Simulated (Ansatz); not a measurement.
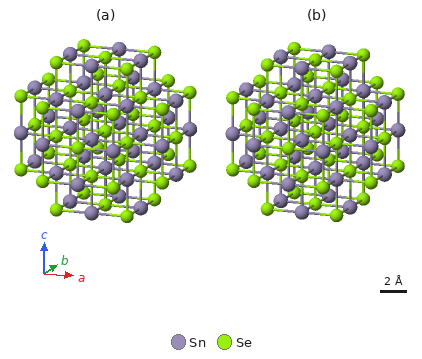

The structure of crystalline SnSe (set up in Fm-3m) before (left) and after (right) a relaxation, at one scale.

A ball-and-stick model of the conventional cell (4 times the calculation's cell), seen slightly off an axis. Lengths and directions refer to the drawn axes.

These are results of DFT LDA, scalar-relativistic, plane waves, PAW in Ansatz 0.2.0, not measurements.

The input:
```yaml
crystal:
  lattice:
    - [0.0, 3.01, 3.01]
    - [3.01, 0.0, 3.01]
    - [3.01, 3.01, 0.0]
  atoms:
    - { symbol: Sn, position: [0.0, 0.0, 0.0] }
    - { symbol: Se, position: [0.5, 0.5, 0.5] }
basis:
  ecutwfc: 420
kpoints:
  mp_grid: { grid: [8, 8, 8] }
hamiltonian:
  xc: lda
scf:
  occupations: { method: gaussian, width: 0.02 }
output:
  forces: true
  stress: true
  eigenvalues: true
relax:
  adjacent_minimum: "off"
  f_tol: 0.005
  max_steps: 80
  cell: { stress_tol: 0.05 }
```

> Summarise the run.

No atom moves by more than 0.005 Å relative to the cell. The drawn cell changes as follows: a = b = c 6.020 → 5.893 Å (−2.1 %); the volume changes by −6.2 %. Among the contacts that change: Sn1–Se2 3.010 → 2.947 Å. The space group stays Fm-3m (No. 225). Over 3 accepted moves (4 points after the start) the energy falls by 18.8 meV per atom. All forces vanish by symmetry, so only the cell relaxes. The pressure goes from −3.36 to −0.01 GPa. At 1 point the geometry stayed and the basis and grid were re-selected for the new cell (energy shift of 0.3 meV per atom at most each time).
